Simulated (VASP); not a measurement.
Mo$_{3}$P$_{2}$: geometry relaxation (part 1 of 2)

The run: geometry relaxation of Mo$_{3}$P$_{2}$ (P-62m, 5 atoms in the cell). Method and program: Kohn-Sham DFT of a periodic cell, PBE, VASP PAW PBE potentials, recommended, no spin polarisation (VASP 6.6.1).

The structure was made by swapping elements on the sites of another compound; it need not be a known phase. It belongs to a series of runs on one base structure; here: La2O3 type (P321, No. 150).

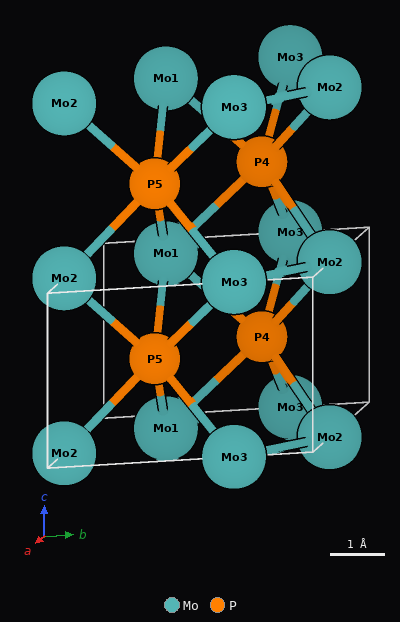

Fig. 1: The starting structure (ball-and-stick view of the cell of the calculation, repeated 1 × 1 × 2, seen slightly off an axis; atoms are numbered from 1 in the order of the input). An atom can appear more than once, as a periodic image.

## INCAR
```
  ALGO = Fast
  EDIFF = 1E-7
  EDIFFG = -0.01
  ENCUT = 600
  GGA = PE
  IBRION = 2
  ISIF = 3
  ISMEAR = 0
  LASPH = True
  LCHARG = False
  LREAL = False
  LWAVE = False
  NELM = 100
  NSW = 100
  PREC = Accurate
  SIGMA = 0.1
```

## KPOINTS
```
k-points
0
Gamma
  9 9 12
```

## POSCAR
```
Mo3P2
1.0
    5.1973704130      0.0000000000      0.0000000000
   -2.5986852065      4.5010548105      0.0000000000
    0.0000000000      0.0000000000      3.3045431500
Mo P
3 2
Direct
    0.2972684791      0.2972684791      0.0000000000
    0.7027315209      0.0000000000      0.0000000000
    0.0000000000      0.7027315209      0.0000000000
    0.3333333333      0.6666666667      0.5000000000
    0.6666666667      0.3333333333      0.5000000000
```

Hardware: 1 thread of Intel Xeon (Granite Rapids), 64 GiB of memory available, shared host.

Command:
```bash
cat potpaw_PBE.64/Mo_sv/POTCAR potpaw_PBE.64/P/POTCAR > POTCAR
mpirun -np 1 vasp_std > vasp.out
```

## OSZICAR
```
N       E                     dE             d eps       ncg     rms          rms(c)
DAV:   1     0.595466439385E+03    0.59547E+03   -0.33937E+04  5208   0.188E+03
DAV:   2    -0.199169882232E+02   -0.61538E+03   -0.60559E+03  5769   0.515E+02
DAV:   3    -0.465482533900E+02   -0.26631E+02   -0.26072E+02  6995   0.922E+01
DAV:   4    -0.470289503395E+02   -0.48070E+00   -0.47823E+00  6274   0.110E+01
DAV:   5    -0.470394963620E+02   -0.10546E-01   -0.10540E-01  6650   0.157E+00    0.297E+01
RMM:   6    -0.444576271337E+02    0.25819E+01   -0.11633E+01  5254   0.174E+01    0.892E+00
RMM:   7    -0.446477155585E+02   -0.19009E+00   -0.34835E+00  6081   0.651E+00    0.307E+00
RMM:   8    -0.446246562935E+02    0.23059E-01   -0.10831E+00  5263   0.518E+00    0.229E+00
RMM:   9    -0.445664885252E+02    0.58168E-01   -0.24039E-01  5274   0.285E+00    0.379E-01
RMM:  10    -0.445744663611E+02   -0.79778E-02   -0.97857E-02  5843   0.979E-01    0.411E-01
RMM:  11    -0.445722660651E+02    0.22003E-02   -0.17801E-02  5260   0.703E-01    0.151E-01
RMM:  12    -0.445725920145E+02   -0.32595E-03   -0.36969E-03  5900   0.225E-01    0.572E-02
RMM:  13    -0.445726591554E+02   -0.67141E-04   -0.91808E-04  6127   0.990E-02    0.397E-02
RMM:  14    -0.445726765646E+02   -0.17409E-04   -0.19925E-04  6178   0.487E-02    0.375E-02
RMM:  15    -0.445726741010E+02    0.24636E-05   -0.80123E-05  5854   0.321E-02    0.108E-02
RMM:  16    -0.445726764523E+02   -0.23513E-05   -0.27158E-05  6283   0.152E-02    0.366E-03
RMM:  17    -0.445726772173E+02   -0.76499E-06   -0.81323E-06  5427   0.915E-03    0.454E-03
RMM:  18    -0.445726769641E+02    0.25321E-06   -0.23502E-06  4400   0.625E-03    0.516E-04
RMM:  19    -0.445726770013E+02   -0.37225E-07   -0.90461E-07  4100   0.252E-03
   1 F= -.44572677E+02 E0= -.44563683E+02  d E =-.445727E+02
       N       E                     dE             d eps       ncg     rms          rms(c)
DAV:   1    -0.445795393943E+02   -0.68624E-02   -0.32863E-01  6342   0.493E+00    0.858E-01
RMM:   2    -0.445726402180E+02    0.68992E-02   -0.29352E-02  5212   0.116E+00    0.164E-01
RMM:   3    -0.445727686920E+02   -0.12847E-03   -0.77292E-03  5458   0.440E-01    0.146E-01
RMM:   4    -0.445727959995E+02   -0.27307E-04   -0.19821E-03  5222   0.255E-01    0.835E-02
RMM:   5    -0.445726984184E+02    0.97581E-04   -0.60383E-04  5451   0.163E-01    0.194E-02
RMM:   6    -0.445727333846E+02   -0.34966E-04   -0.32391E-04  5828   0.727E-02    0.444E-02
RMM:   7    -0.445727182972E+02    0.15087E-04   -0.11610E-04  5238   0.533E-02    0.888E-03
RMM:   8    -0.445727197301E+02   -0.14329E-05   -0.13996E-05  5666   0.174E-02    0.114E-03
RMM:   9    -0.445727206839E+02   -0.95382E-06   -0.67209E-06  4935   0.920E-03    0.508E-03
RMM:  10    -0.445727207262E+02   -0.42283E-07   -0.10380E-06  4661   0.410E-03    0.497E-03
RMM:  11    -0.445727206839E+02    0.42277E-07   -0.26168E-07  3378   0.176E-03
   2 F= -.44572721E+02 E0= -.44563594E+02  d E =-.436826E-04
       N       E                     dE             d eps       ncg     rms          rms(c)
DAV:   1    -0.445744350964E+02   -0.17144E-02   -0.74106E-02  5992   0.235E+00    0.402E-01
RMM:   2    -0.445728960812E+02    0.15390E-02   -0.65590E-03  5212   0.549E-01    0.783E-02
RMM:   3    -0.445729169750E+02   -0.20894E-04   -0.17178E-03  5462   0.209E-01    0.680E-02
RMM:   4    -0.445729071679E+02    0.98071E-05   -0.43771E-04  5217   0.120E-01    0.382E-02
RMM:   5    -0.445728872888E+02    0.19879E-04   -0.13071E-04  5438   0.762E-02    0.924E-03
RMM:   6    -0.445728936960E+02   -0.64072E-05   -0.70137E-05  5843   0.339E-02    0.203E-02
RMM:   7    -0.445728885048E+02    0.51913E-05   -0.26232E-05  5238   0.251E-02    0.414E-03
RMM:   8    -0.445728886215E+02   -0.11668E-06   -0.31961E-06  4639   0.829E-03    0.742E-04
RMM:   9    -0.445728886634E+02   -0.41980E-07   -0.13960E-06  4834   0.400E-03    0.236E-03
RMM:  10    -0.445728886316E+02    0.31869E-07   -0.17992E-07  3324   0.175E-03
   3 F= -.44572889E+02 E0= -.44563823E+02  d E =-.211630E-03
       N       E                     dE             d eps       ncg     rms          rms(c)
DAV:   1    -0.445731984188E+02   -0.30976E-03   -0.86880E-02  5488   0.249E+00    0.210E-01
RMM:   2    -0.445729673504E+02    0.23107E-03   -0.33662E-03  5208   0.449E-01    0.485E-02
RMM:   3    -0.445729527412E+02    0.14609E-04   -0.59825E-04  5375   0.155E-01    0.353E-02
RMM:   4    -0.445729514924E+02    0.12487E-05   -0.10364E-04  5720   0.599E-02    0.887E-03
RMM:   5    -0.445729526301E+02   -0.11377E-05   -0.34406E-05  6059   0.331E-02    0.709E-03
RMM:   6    -0.445729527715E+02   -0.14133E-06   -0.69325E-06  6004   0.148E-02    0.411E-03
RMM:   7    -0.445729523313E+02    0.44011E-06   -0.21332E-06  5152   0.736E-03    0.182E-03
RMM:   8    -0.445729523999E+02   -0.68540E-07   -0.47462E-07  3866   0.335E-03
   4 F= -.44572952E+02 E0= -.44563804E+02  d E =-.637683E-04
```

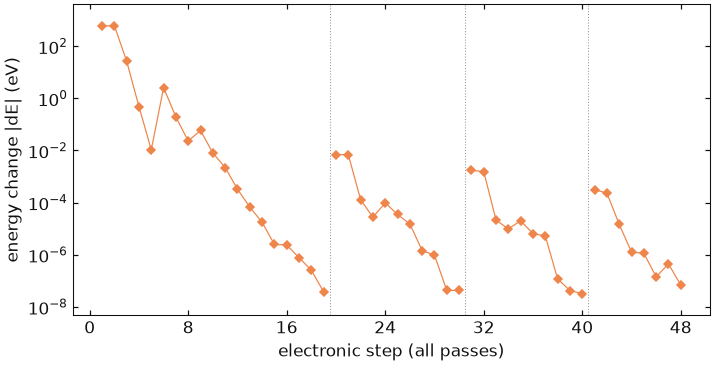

Fig. 2: Convergence of the self-consistent field: energy change |dE| against the electronic step. Each stretch between dotted lines is the SCF of one geometry step of a relaxation. The 4 ionic steps take 8 to 19 electronic steps each. The density is held fixed in the first few steps, and dE rises again when its update begins.

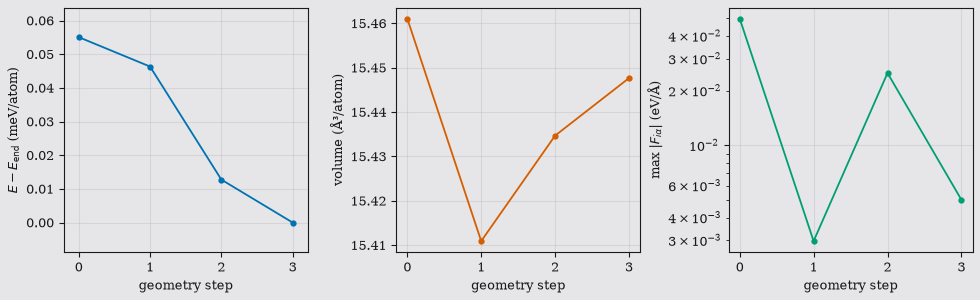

Fig. 3: Progress of the relaxation, step by step (steps are counted from 0). No atom moves by more than 0.005 Å relative to the cell. The energy falls by 0.1 meV per atom in 3 geometry steps. Largest force component: 0.05 eV/Å at the start, 0.005 eV/Å at the end.

## Parts of OUTCAR
```
EDIFF = 1E-7
   EDIFFG = -0.01
   ENCUT = 600
   GGA = PE
   IBRION = 2
   ISIF = 3
   ISMEAR = 0
   LASPH = True
   LREAL = False
   NELM = 100
   NSW = 100
   PREC = Accurate

 ion  position               nearest neighbor table
   1  0.297  0.297  0.000-   4 2.47   4 2.47   5 2.47   5 2.47   3 2.68   2 2.68   2 3.18   3 3.18
                             3 3.18   2 3.18
   2  0.703  0.000  0.000-   5 2.47   5 2.47   4 2.47   4 2.47   1 2.68   3 2.68   3 3.18   1 3.18
                             1 3.18   3 3.18
   3  0.000  0.703  0.000-   4 2.47   4 2.47   5 2.47   5 2.47   1 2.68   2 2.68   2 3.18   1 3.18
                             1 3.18   2 3.18
   4  0.333  0.667  0.500-   3 2.47   3 2.47   2 2.47   2 2.47   1 2.47   1 2.47
   5  0.667  0.333  0.500-   2 2.47   2 2.47   3 2.47   3 2.47   1 2.47   1 2.47

  LATTYP: Found a hexagonal cell.
 ALAT       =     5.1973704130
 C/A-ratio  =     0.6358105902

  Lattice vectors:

 A1 = (   5.1973704130,   0.0000000000,   0.0000000000)
 A2 = (  -2.5986852065,   4.5010548105,   0.0000000000)
 A3 = (   0.0000000000,   0.0000000000,   3.3045431500)

Analysis of symmetry for initial positions (statically):
=====================================================================
 Subroutine PRICEL returns:
 Original cell was already a primitive cell.

 Routine SETGRP: Setting up the symmetry group for a
 hexagonal supercell.

 Subroutine GETGRP returns: Found 12 space group operations
 (whereof 12 operations were pure point group operations)
 out of a pool of 24 trial point group operations.

The static configuration has the point symmetry D_3h.

Analysis of symmetry for dynamics (positions and initial velocities):
=====================================================================
 Subroutine PRICEL returns:
 Original cell was already a primitive cell.

 Routine SETGRP: Setting up the symmetry group for a
 hexagonal supercell.

 Subroutine GETGRP returns: Found 12 space group operations
 (whereof 12 operations were pure point group operations)
 out of a pool of 24 trial point group operations.

The dynamic configuration has the point symmetry D_3h.

 Subroutine INISYM returns: Found 12 space group operations
 (whereof 12 operations are pure point group operations),
 and found     1 'primitive' translations

----------------------------------------------------------------------------------------

                                     Primitive cell

  volume of cell :      77.3053

  direct lattice vectors                    reciprocal lattice vectors
     5.197370413  0.000000000  0.000000000     0.192404990  0.111085073  0.000000000
    -2.598685206  4.501054811  0.000000000     0.000000000  0.222170145  0.000000000
     0.000000000  0.000000000  3.304543150     0.000000000  0.000000000  0.302613691

  length of vectors
     5.197370413  5.197370413  3.304543150     0.222170145  0.222170145  0.302613691

  position of ions in fractional coordinates (direct lattice)
     0.297268479  0.297268479  0.000000000
     0.702731521  0.000000000  0.000000000
     0.000000000  0.702731521  0.000000000
     0.333333333  0.666666667  0.500000000
     0.666666667  0.333333333  0.500000000

  ion indices of the primitive-cell ions
   primitive index   ion index
                 1           1
                 2           2
                 3           3
                 4           4
                 5           5

----------------------------------------------------------------------------------------

 KPOINTS: k-points

Automatic generation of k-mesh.
 Grid dimensions read from file:
 generate k-points for:    9    9   12

 Generating k-lattice:

  Cartesian coordinates                     Fractional coordinates (reciprocal lattice)
     0.021378332  0.012342786  0.000000000     0.111111111  0.000000000  0.000000000
     0.000000000  0.024685572  0.000000000     0.000000000  0.111111111  0.000000000
     0.000000000  0.000000000  0.025217808     0.000000000  0.000000000  0.083333333

  Length of vectors
     0.024685572  0.024685572  0.025217808

  Shift w.r.t. Gamma in fractional coordinates (k-lattice)
     0.000000000  0.000000000  0.000000000

 Subroutine IBZKPT returns following result:
 ===========================================

 Found     84 irreducible k-points:

 Following reciprocal coordinates:
            Coordinates               Weight
  0.000000  0.000000  0.000000      1.000000
  0.111111 -0.000000  0.000000      6.000000
  0.222222 -0.000000  0.000000      6.000000
  0.333333 -0.000000  0.000000      6.000000
  0.444444 -0.000000  0.000000      6.000000
  0.111111  0.111111  0.000000      6.000000
  0.222222  0.111111  0.000000     12.000000
  0.333333  0.111111  0.000000     12.000000
  0.444444  0.111111  0.000000      6.000000
  0.222222  0.222222  0.000000      6.000000
  0.333333  0.222222  0.000000     12.000000
  0.333333  0.333333  0.000000      2.000000
  0.000000  0.000000  0.083333      2.000000
  0.111111 -0.000000  0.083333     12.000000
  0.222222 -0.000000  0.083333     12.000000
  0.333333 -0.000000  0.083333     12.000000
  0.444444 -0.000000  0.083333     12.000000
  0.111111  0.111111  0.083333     12.000000
  0.222222  0.111111  0.083333     24.000000
  0.333333  0.111111  0.083333     24.000000
  0.444444  0.111111  0.083333     12.000000
  0.222222  0.222222  0.083333     12.000000
  0.333333  0.222222  0.083333     24.000000
  0.333333  0.333333  0.083333      4.000000
 [... further k-points ...]
   k-points           NKPTS =     84   k-points in BZ     NKDIM =     84   number of bands    NBANDS=     31
   number of dos      NEDOS =    301   number of ions     NIONS =      5
   total plane-waves  NPLWV =  49392
   dimension x,y,z NGX =    42 NGY =   42 NGZ =   28
   dimension x,y,z NGXF=    84 NGYF=   84 NGZF=   56
   ions per type =               3   2
   NGX,Y,Z   is equivalent  to a cutoff of  13.43, 13.43, 14.09 a.u.
   NGXF,Y,Z  is equivalent  to a cutoff of  26.87, 26.87, 28.17 a.u.
 SYSTEM =  unknown system
   PREC   = accura    normal or accurate (medium, high low for compatibility)
   ISTART =      0    job   : 0-new  1-cont  2-samecut
   ICHARG =      2    charge: 1-file 2-atom 10-const
   ISPIN  =      1    spin polarized calculation?
   LNONCOLLINEAR =      F non collinear calculations
   LSORBIT =      F    spin-orbit coupling
   LASPH  =      T    aspherical Exc in radial PAW
   ENCUT  =  600.0 eV  44.10 Ry    6.64 a.u.  10.38 10.38  6.60*2*pi/ulx,y,z
   NELM   =    100;   NELMIN=  2; NELMDL= -5     # of ELM steps
   EDIFF  = 0.1E-06   stopping-criterion for ELM
   LREAL  =      F    real-space projection
   EDIFFG = -.1E-01   stopping-criterion for IOM
   NSW    =    100    number of steps for IOM
   IBRION =      2    ionic relax: 0-MD 1-quasi-New 2-CG
   NFREE  =      1    steps in history (QN), initial steepest desc. (CG)
   ISIF   =      3    stress and relaxation
   ISYM   =      2    0-nonsym 1-usesym 2-fastsym
   POTIM  = 0.5000    time-step for ionic-motion
   TEBEG  =    0.0;   TEEND  =   0.0 temperature during run
   PSTRESS=    0.0 pullay stress
   NELECT =      52.0000    total number of electrons
   NUPDOWN=      -1.0000    fix difference up-down
   EMIN   =  10.00;   EMAX   =-10.00  energy-range for DOS
   EFERMI =   0.00;   METHOD = LEGACY
   ISMEAR =     0;   SIGMA  =   0.10  broadening in eV -4-tet -1-fermi 0-gaus
   EFERMI_NEDOS =   21; number of points for ismear=-14 and -15
   IALGO  =     68    algorithm
   IMIX   =      4    mixing-type and parameters
     AMIX     =   0.40;   BMIX     =  1.00
     AMIX_MAG =   1.60;   BMIX_MAG =  1.00
  volume/ion in A,a.u.               =      15.46       104.34
  Fermi-wavevector in a.u.,A,eV,Ry     =   1.434408  2.710639 27.994360  2.057527
  Thomas-Fermi vector in A             =   2.553820
   LORBIT       =      0    0 simple, 1 ext, 2 COOP (PROOUT), +10 PAW based schemes
   GGA     = PE    functional components
   LHFCALC =     F    Hartree Fock is set to
   AEXX    =    0.0000 exact exchange contribution
   IVDW    =     0    specifies the selected vdW correction
   LEPSILON=     F    determine dielectric tensor
   LRPA    =     F    only Hartree local field effects (RPA)
 conjugate gradient relaxation of ions
 non-spin polarized calculation
 RMM-DIIS sequential band-by-band and
 Gauss-broadening in eV      SIGMA  =   0.10
  energy-cutoff  :      600.00
  volume of cell :       77.31
 maximum number of plane-waves:      2601
 NGX is ok and might be reduce to    42
   NGX = 21   NGY = 21   NGZ = 13

--------------------------------------- Ionic step        1  -------------------------------------------

 number of electron      52.0000009 magnetization

 Free energy of the ion-electron system (eV)
  ---------------------------------------------------
  ext. energy  EPLUGINS =         0.00000000
  ---------------------------------------------------
  free energy    TOTEN  =       -44.57267700 eV

  energy without entropy =      -44.55468868  energy(sigma->0) =      -44.56368284

------------------------ aborting loop because EDIFF is reached ----------------------------------------

  FORCE on cell =-STRESS in cart. coord.  units (eV):
  Direction    XX          YY          ZZ          XY          YZ          ZX
  --------------------------------------------------------------------------------------
  -------------------------------------------------------------------------------------
  Total       -0.0780099     -0.0780099     -0.1804926      0.0000000      0.0000000      0.0000000
  in kB       -1.6167793     -1.6167793     -3.7407656      0.0000000      0.0000000      0.0000000
  external PRESSURE =      -2.3247747 kB  Pullay stress =       0.0000000 kB

 VOLUME and BASIS-vectors are now :
 -----------------------------------------------------------------------------
  energy-cutoff  :      600.00
  volume of cell :       77.31
      direct lattice vectors                 reciprocal lattice vectors
     5.197370413  0.000000000  0.000000000     0.192404990  0.111085073  0.000000000
    -2.598685206  4.501054811  0.000000000     0.000000000  0.222170145  0.000000000
     0.000000000  0.000000000  3.304543150     0.000000000  0.000000000  0.302613691

 POSITION                                       TOTAL-FORCE (eV/Angst)
```
